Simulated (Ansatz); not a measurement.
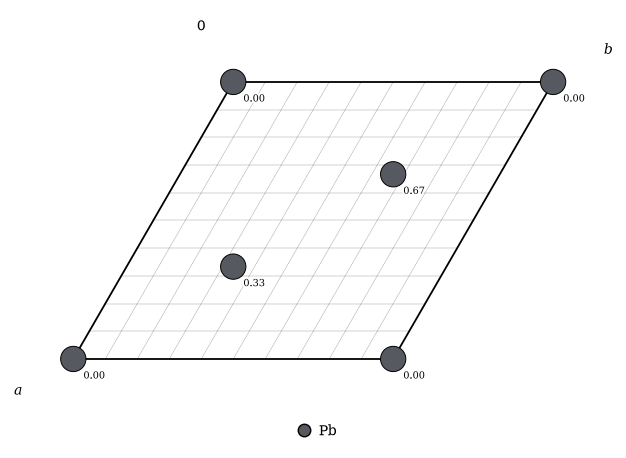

Plan of a unit cell projected along c (a down the page, b across); the numbers are heights as fractions of c, and atoms on the cell's edges are repeated. The grid marks tenths of a and b. Source: the geometry relaxed with Ansatz, DFT PBE, scalar-relativistic, plane waves, PAW; the starting structure was generated, so it need not be a known form of this composition. All values are computed from the atomic coordinates in the standard setting (tolerance 0.002 Å).

a = 4.950 Å, b = 4.950 Å, c = 4.825 Å, α = 90.00°, β = 90.00°, γ = 120.00°.

### What does the cell contain?

3 Pb: Pb, Z = 3.

### Which space group?

No. 166, R-3m, hexagonal axes, rhombohedral (trigonal, hexagonal axes).

### Give the fractional coordinates of all atoms, to two places.

```csv
atom,x,y,z
Pb,0.00,0.00,0.00
Pb,0.67,0.33,0.33
Pb,0.33,0.67,0.67
```
